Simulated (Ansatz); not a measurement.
WSe₂: the geometry relaxed at fixed volume with DFT PBE+D3(BJ), scalar-relativistic, plane waves, PAW in Ansatz.

```yaml
crystal:
  lattice:
    - [3.18033, 0.00000, 0.00000]
    - [-1.59017, 2.75425, 0.00000]
    - [0.00000, 0.00000, 11.97069]
  atoms:
    - { symbol: W, position: [0.66667, 0.33333, 0.24996] }
    - { symbol: W, position: [0.33333, 0.66667, 0.75004] }
    - { symbol: Se, position: [0.33333, 0.66667, 0.39160] }
    - { symbol: Se, position: [0.66667, 0.33333, 0.89168] }
    - { symbol: Se, position: [0.33333, 0.66667, 0.10832] }
    - { symbol: Se, position: [0.66667, 0.33333, 0.60840] }
```

Bonds are taken as Se–W below 2.8 Å; no other contact counts. The graph is simplified in the usual way: terminal and isolated atoms are pruned, two-connected atoms become edges.

What net does this leave?

The result is a binodal (3,6)-connected, two-periodic (layers) net: Se is a 3-connected node; W is a 6-connected node, in the ratio 2:1. It is the net of the trigonal-prismatic layers of 2H-MoS2. The layers lie parallel to (001).

| node | links | point symbol | coordination sequence |
| --- | --- | --- | --- |
| Se | 3 | 4³ | 3 13 9 24 15 36 21 48 |
| W | 6 | 4³·6¹² | 6 6 18 12 30 18 42 24 |

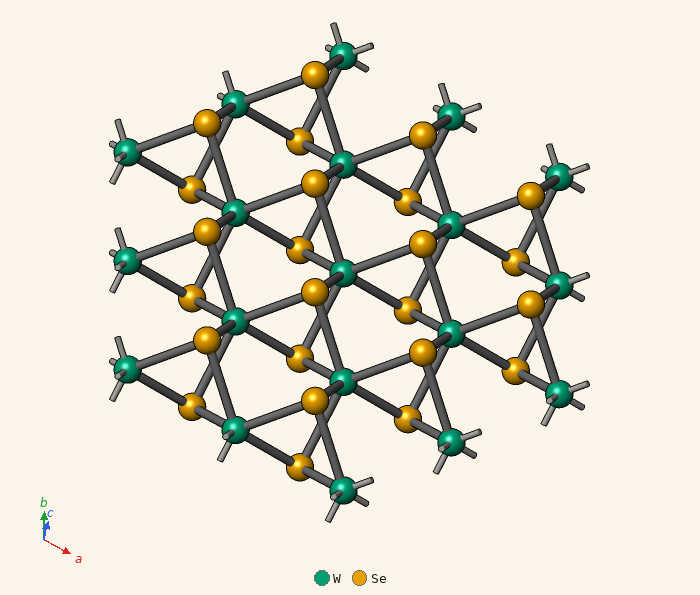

Nodes are coloured by topological kind. One layer is drawn. Edges to nodes outside the piece are drawn as stubs.
